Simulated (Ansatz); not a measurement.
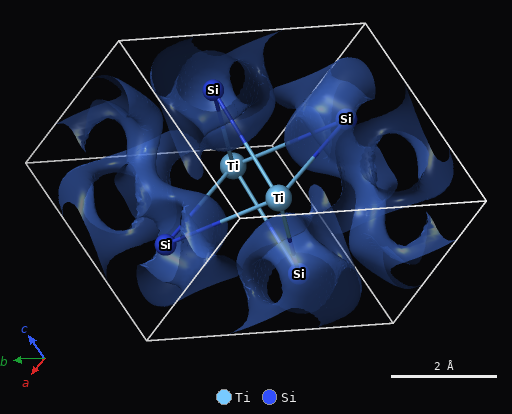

Figure 1: TiSi2. Isosurface of the ELF at 0.65 (blue), seen at an oblique angle. Core shells and regions of very low density are left out. Sticks mark near contacts.

Space group P-1; changed on purpose from its base cell (equal xy, yz and zx shear strains of +1 %, PAW files); computed without spin polarisation.

These are results of DFT, PBEsol, PAW with Ansatz's default frozen-core files, scalar-relativistic in Ansatz 0.2.0, not measurements.

Core electrons are frozen (PAW), and the valence fields are smoothed inside the atomic spheres.

Input

```
crystal:
  lattice:
    - [0.0418975, 4.1393075, 4.28209]
    - [2.4078075, 0.03324, 4.2734325]
    - [2.40709, 4.1299325, 0.0325225]
  atoms:
    - { symbol: Ti, position: [0.75, 0.75, 0.75] }
    - { symbol: Ti, position: [0.5, 0.5, 0.5] }
    - { symbol: Si, position: [0.083, 0.417, 0.083] }
    - { symbol: Si, position: [0.417, 0.083, 0.417] }
    - { symbol: Si, position: [0.167, 0.833, 0.167] }
    - { symbol: Si, position: [0.833, 0.167, 0.833] }
kpoints:
  mp_grid: { grid: [8, 8, 8] }
scf:
  occupations: { method: fermi_dirac, width: 0.08 }
hamiltonian:
  xc: pbesol
  pseudopotentials: { kind: paw }
output:
  forces: true
  stress: true
  eigenvalues: true
  efg: { contact_densities: true }
  write_density: true
  write_potential: true
  elf: true
  volumetric_format: npy
```

Launched as:

```sh
ansatz run input.yaml --threads 2 --pin off --max-ram 8192MiB --backend cpu --events-out ev --progress --plain --runs-dir out
```

Below, planes, directions and counts refer to the conventional cell (a = 4.74 Å, b = 4.77 Å, c = 4.86 Å, α = 61.19°, β = 75.76°, γ = 60.34°).

Q: What do the ELF domains correspond to?

A: At this value the surface marks out channels that run through the cell in one direction, counted in one cell of 6 atoms. Regions shared between cells count once. Profiles from the grid: Ti–Si (2.52 Å): the ELF peaks at about 0.75 in the valence shell of Si, 0.9 Å from its nucleus, and is about 0.40 at the midpoint. Si–Si (2.53 Å): the ELF peaks at about 0.80 between the atoms.
